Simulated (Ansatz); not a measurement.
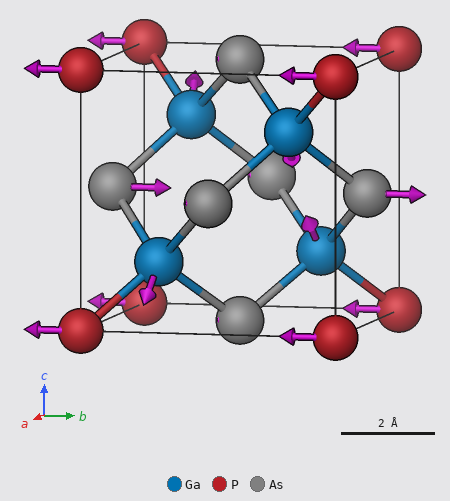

One vibrational mode of solid Ga$_{4}$As$_{3}$P (a generated structure) at the zone centre. The purple arrows give the relative displacements of the atoms. Style: ball-and-stick. Shown: the cell of the calculation, slightly off an axis.

The calculation used DFT PBE, scalar-relativistic, plane waves, PAW in Ansatz 0.2.0.

Input file:
```yaml
crystal:
  lattice:
    - [5.6837364785, 0.0, 0.0]
    - [0.0, 5.6837364785, 0.0]
    - [0.0, 0.0, 5.6837364785]
  atoms:
    - { symbol: Ga, position: [0.2453549706, 0.7546450294, 0.2453549706] }
    - { symbol: Ga, position: [0.2453549706, 0.2453549706, 0.7546450294] }
    - { symbol: Ga, position: [0.7546450294, 0.7546450294, 0.7546450294] }
    - { symbol: Ga, position: [0.7546450294, 0.2453549706, 0.2453549706] }
    - { symbol: P, position: [0.0, 0.0, 0.0] }
    - { symbol: As, position: [0.0, 0.5, 0.5] }
    - { symbol: As, position: [0.5, 0.5, 0.0] }
    - { symbol: As, position: [0.5, 0.0, 0.5] }
basis:
  ecutwfc: 420
kpoints:
  mp_grid: { grid: [6, 6, 6] }
hamiltonian:
  xc: pbe
scf:
  occupations: { method: fixed }
output:
  eigenvalues: true
phonons:
  method: dfpt
  dielectric: true
  rigid_motions: translations
  eigenvectors: true
```

Command:
```bash
ansatz run input.yaml --threads 1 --pin off --max-ram 2560MiB --backend cpu --events-out ev --progress --plain --runs-dir out
```

Frequencies are those without the non-analytic (LO–TO) term.

### Give the symmetry, activity and frequency of this mode.

This is the T₂ mode (triply degenerate; one member of the set is drawn) at 10.4 meV, optical level 2 of 8, counted from below, infrared- and Raman-active by symmetry. It mainly bends the Ga–P, As–Ga bonds; the kinetic energy is shared as Ga 68 %, As 23 %, P 9 %. Its infrared intensity is 0.021 (D/Å)²/amu for the set.
